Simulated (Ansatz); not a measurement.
## Single-point calculation, with input and output: WS$_{2}$ (part 2 of 2)

Continued. System: WS$_{2}$ (42 atoms in the cell). Method: DFT LDA, scalar-relativistic, plane waves, PAW, no spin polarisation (Ansatz 0.2.0); cutoff 420 eV, 2×2×2 k-mesh, Gaussian smearing of 0.01 eV. The structure derives from a Materials Project entry. It belongs to a series of runs on one base structure; here: the perfect crystal in a cell of 42 atoms.

## Output, continued
```
  k-point 1: bands = ["-62.4696", "-62.4696", "-62.4504", "-62.4504", "-62.4504", "-62.4504", "-62.4504", "-62.4504", "-62.4504", "-62.4504", "-62.4504", "-62.4504", "-62.4504", "-62.4504", "-26.9038", "-26.9038", "-26.9038", "-26.9038", "-26.9038", "-26.9038", "-26.9038", "-26.9038", "-26.9038", "-26.9038", "-26.9038", "-26.9038", "-26.7934", "-26.7934", "-26.7260", "-26.7260", "-26.7260", "-26.7260", "-26.7260", "-26.7260", "-26.7260", "-26.7260", "-26.7260", "-26.7260", "-26.7260", "-26.7260",
      "-26.6960", "-26.6960", "-26.6960", "-26.6960", "-26.6960", "-26.6960", "-26.6960", "-26.6960", "-26.6960", "-26.6960", "-26.6960", "-26.6960", "-26.5785", "-26.5785", "-26.5785", "-26.5785", "-3.6322", "-3.6322", "-1.8790", "-1.8790", "-1.6962", "-1.6962", "-1.6962", "-1.6962", "-1.6962", "-1.6962", "-1.6962", "-1.6962", "-1.6962", "-1.6962", "-1.6962", "-1.6962", "-1.1661", "-1.1661", "-1.1661", "-1.1661", "-1.1661", "-1.1661", "-1.1661", "-1.1661",
      "-1.1661", "-1.1661", "-1.1661", "-1.1661", "4.6703", "4.6703", "5.3550", "5.3550", "5.3550", "5.3550", "5.3550", "5.3550", "5.3550", "5.3550", "5.3550", "5.3550", "5.3550", "5.3550", "6.2604", "6.2604", "6.2604", "6.2604", "6.2604", "6.2604", "6.2604", "6.2604", "6.2604", "6.2604", "6.2604", "6.2604", "6.8944", "6.8944", "6.8944", "6.8944", "6.8944", "6.8944", "6.8944", "6.8944", "6.8944", "6.8944",
      "6.8944", "6.8944", "7.8365", "7.8365", "7.8365", "7.8365", "7.8365", "7.8365", "7.8365", "7.8365", "7.8365", "7.8365", "7.8365", "7.8365", "8.4654", "8.4654", "8.4654", "8.4654", "8.7985", "8.7985", "8.7985", "8.7985", "8.7985", "8.7985", "8.7985", "8.7985", "8.7985", "8.7985", "8.7985", "8.7985", "9.0240", "9.0240", "9.5664", "9.5664", "9.5664", "9.5664", "9.5664", "9.5664", "9.5664", "9.5664",
      "9.5664", "9.5664", "9.5664", "9.5664", "9.7744", "9.7744", "9.7744", "9.7744", "10.5137", "10.5137", "10.5137", "10.5137", "10.5137", "10.5137", "10.5137", "10.5137", "10.5137", "10.5137", "10.5137", "10.5137", "11.7178", "11.7178", "13.6417", "13.6417", "13.6417", "13.6417", "13.6417", "13.6417", "13.6417", "13.6417", "13.6417", "13.6417", "13.6417", "13.6417", "14.3539", "14.3539", "14.3539", "14.3539", "14.5615", "14.5615",
      "14.5615", "14.5615", "14.5889", "14.5889", "14.5889", "14.5889", "14.5889", "14.5889", "14.5889", "14.5889", "14.5889", "14.5889", "14.5889", "14.5889", "15.0681", "15.0681", "15.0681", "15.0681", "15.0681", "15.0681", "15.0681", "15.0681", "15.0681", "15.0681"]
  k-point 2: bands = ["-62.4627", "-62.4627", "-62.4627", "-62.4627", "-62.4534", "-62.4534", "-62.4534", "-62.4534", "-62.4476", "-62.4476", "-62.4459", "-62.4459", "-62.4459", "-62.4459", "-26.9855", "-26.9855", "-26.9305", "-26.9305", "-26.9305", "-26.9305", "-26.8729", "-26.8729", "-26.8729", "-26.8729", "-26.7697", "-26.7697", "-26.7697", "-26.7697", "-26.7693", "-26.7693", "-26.7693", "-26.7693", "-26.7367", "-26.7367", "-26.7367", "-26.7367", "-26.7163", "-26.7163", "-26.7105", "-26.7105",
      "-26.7105", "-26.7105", "-26.7062", "-26.7062", "-26.7062", "-26.7062", "-26.6743", "-26.6743", "-26.6574", "-26.6574", "-26.6574", "-26.6574", "-26.6116", "-26.6116", "-26.6116", "-26.6116", "-3.1409", "-3.1409", "-2.8764", "-2.8764", "-2.1581", "-2.1581", "-1.9282", "-1.9282", "-1.8877", "-1.8877", "-1.4712", "-1.4712", "-1.4500", "-1.4500", "-1.3410", "-1.2167", "-1.1789", "-1.1789", "-1.1316", "-1.1179", "-1.1179", "-1.0264", "-1.0257", "-1.0257",
      "-1.0020", "-1.0020", "-0.9175", "-0.9175", "4.4628", "4.7986", "4.8494", "4.8494", "5.1727", "5.1727", "5.2461", "5.2461", "5.4015", "5.4015", "5.5062", "5.5062", "5.6308", "5.6308", "5.6731", "5.6731", "5.8159", "6.0010", "6.0010", "6.0726", "6.3905", "6.4293", "6.4293", "6.4554", "6.4554", "6.7456", "6.7456", "6.8742", "6.8742", "7.1595", "7.1884", "7.1884", "7.2142", "7.2142", "7.2229", "7.2229",
      "7.2846", "7.2846", "7.3013", "7.3013", "7.4703", "7.4703", "7.8258", "7.8520", "7.8520", "7.9211", "7.9362", "7.9362", "7.9725", "7.9725", "8.1551", "8.1551", "8.1630", "8.1630", "8.3190", "8.3190", "8.7361", "8.7361", "8.8613", "8.8613", "8.9942", "8.9942", "9.0001", "9.0001", "9.0040", "9.0321", "9.0321", "9.2495", "9.3680", "9.3680", "9.4069", "9.4069", "9.4238", "9.4238", "9.4393", "9.4393",
      "9.8453", "9.8453", "9.8510", "9.8510", "10.0749", "10.2221", "10.2221", "10.2644", "10.3112", "10.3455", "10.3455", "10.4579", "10.6219", "10.6219", "10.6443", "10.6443", "10.8308", "10.8308", "10.9630", "10.9630", "11.1014", "11.1014", "13.2917", "13.2917", "13.3797", "13.3797", "13.7452", "13.7452", "13.8973", "13.8973", "13.9737", "13.9737", "14.0474", "14.0474", "14.1031", "14.1031", "14.1157", "14.1157", "14.1539", "14.1539",
      "14.2415", "14.2415", "14.3664", "14.4178", "14.4227", "14.4227", "14.4685", "14.4685", "14.5895", "14.5895", "14.5930", "14.6127", "14.6127", "14.9526", "14.9526", "14.9795", "15.0860", "15.2423", "15.2423", "15.2641", "15.2641", "15.3769", "15.3769", "15.4627"]
  k-point 3: bands = ["-62.4627", "-62.4627", "-62.4627", "-62.4627", "-62.4534", "-62.4534", "-62.4534", "-62.4534", "-62.4476", "-62.4476", "-62.4459", "-62.4459", "-62.4459", "-62.4459", "-26.9855", "-26.9855", "-26.9305", "-26.9305", "-26.9305", "-26.9305", "-26.8729", "-26.8729", "-26.8729", "-26.8729", "-26.7697", "-26.7697", "-26.7697", "-26.7697", "-26.7693", "-26.7693", "-26.7693", "-26.7693", "-26.7367", "-26.7367", "-26.7367", "-26.7367", "-26.7163", "-26.7163", "-26.7105", "-26.7105",
      "-26.7105", "-26.7105", "-26.7062", "-26.7062", "-26.7062", "-26.7062", "-26.6743", "-26.6743", "-26.6574", "-26.6574", "-26.6574", "-26.6574", "-26.6116", "-26.6116", "-26.6116", "-26.6116", "-3.0276", "-3.0276", "-3.0276", "-3.0276", "-2.0651", "-2.0651", "-2.0651", "-2.0651", "-1.6526", "-1.6526", "-1.6526", "-1.6526", "-1.3034", "-1.3034", "-1.3034", "-1.3034", "-1.2946", "-1.2946", "-1.0872", "-1.0872", "-1.0872", "-1.0872", "-1.0632", "-1.0632",
      "-0.9443", "-0.9443", "-0.9443", "-0.9443", "4.6183", "4.6183", "5.2817", "5.2817", "5.2817", "5.2817", "5.3016", "5.3016", "5.3016", "5.3016", "5.4412", "5.4412", "5.4412", "5.4412", "5.5715", "5.5715", "5.5715", "5.5715", "5.8715", "5.8715", "6.4120", "6.4120", "6.4120", "6.4120", "6.8662", "6.8662", "6.8729", "6.8729", "6.8729", "6.8729", "7.0756", "7.0756", "7.0756", "7.0756", "7.2420", "7.2420",
      "7.2420", "7.2420", "7.7191", "7.7191", "7.7191", "7.7191", "7.8716", "7.8716", "8.0091", "8.0091", "8.0091", "8.0091", "8.0836", "8.0836", "8.0836", "8.0836", "8.2014", "8.2014", "8.2014", "8.2014", "8.7755", "8.7755", "8.7755", "8.7755", "9.0191", "9.0191", "9.0191", "9.0191", "9.0977", "9.0977", "9.0979", "9.0979", "9.0979", "9.0979", "9.3497", "9.3497", "9.3497", "9.3497", "9.6114", "9.6114",
      "9.6114", "9.6114", "10.0194", "10.0194", "10.0194", "10.0194", "10.1931", "10.1931", "10.3063", "10.3063", "10.3063", "10.3063", "10.3780", "10.3780", "10.9410", "10.9410", "10.9410", "10.9410", "10.9719", "10.9719", "10.9719", "10.9719", "13.6668", "13.6668", "13.6668", "13.6668", "13.7264", "13.7264", "13.7264", "13.7264", "13.8230", "13.8230", "13.8230", "13.8230", "14.1280", "14.1280", "14.1280", "14.1280", "14.2529", "14.2529",
      "14.2529", "14.2529", "14.3884", "14.3884", "14.4315", "14.4315", "14.4315", "14.4315", "14.6890", "14.6890", "14.6890", "14.6890", "14.8208", "14.8208", "15.1149", "15.1149", "15.1149", "15.1149", "15.2447", "15.2447", "15.2447", "15.2447", "15.3715", "15.3715"]
```

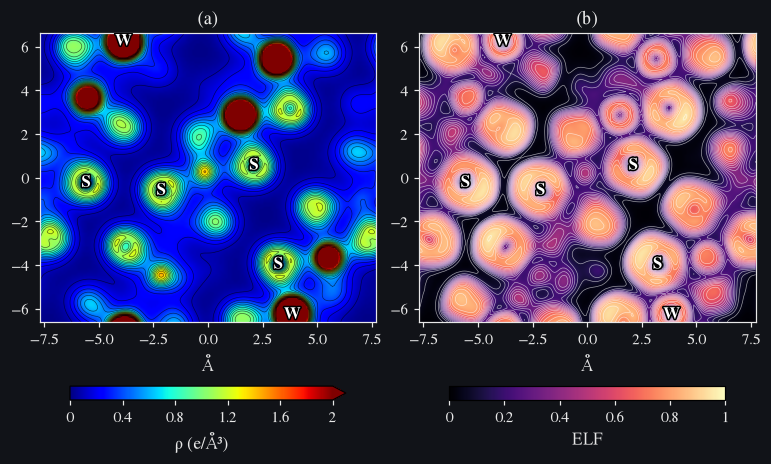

*(a) valence pseudo-density; (b) electron localisation function on the (111) plane of the calculation cell.*

The section cuts through W and S sites. W–S (2.39 Å): the density is about 0.65 e/Å³ at the midpoint; the ELF is about 0.50 at the midpoint. Away from the nuclei the density in this plane falls to 0.02 e/Å³ at its lowest. The ELF has a maximum of about 0.55 in the space between the atoms. The strong features right at W lie inside the PAW spheres (semicore, d or f shells) and say nothing about bonding. In a PAW calculation such maps are meaningful between the atoms, not at the nuclei.

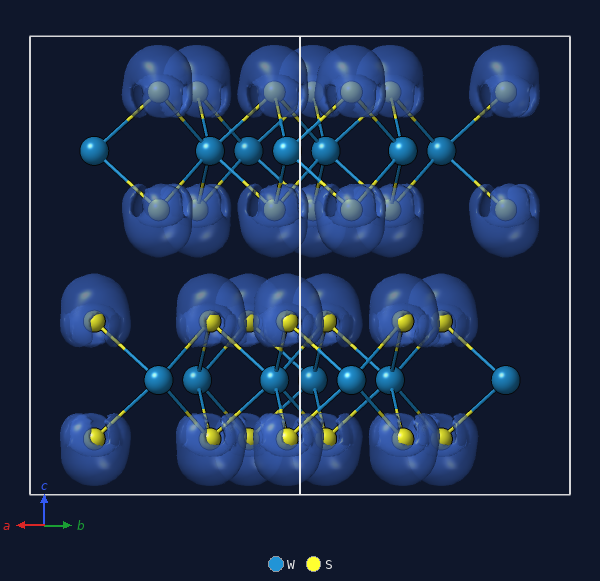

*Isosurface of the ELF at 0.8 (blue), seen along [110]. Core shells and regions of very low density are left out. Sticks mark near contacts. The outline is the calculation cell.*

Along the contacts the grid gives the following. W–S (2.39 Å): the ELF is about 0.50 at the midpoint.

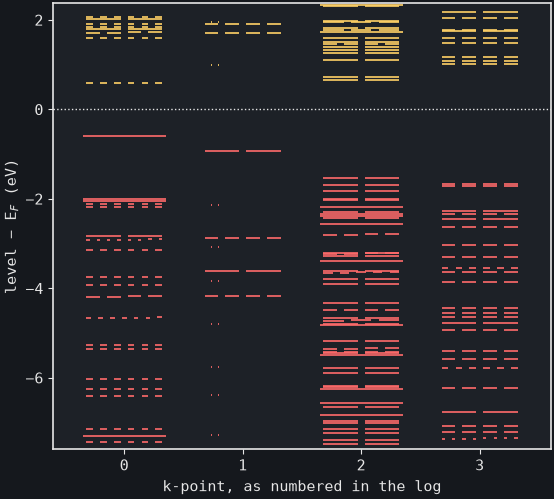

*Kohn–Sham levels near the Fermi level (dotted) at the few k-points that the log prints; levels within 0.02 eV of each other stand side by side.*

Among these points the highest filled and lowest empty levels are 1.19 eV apart, which is the gap on the mesh.
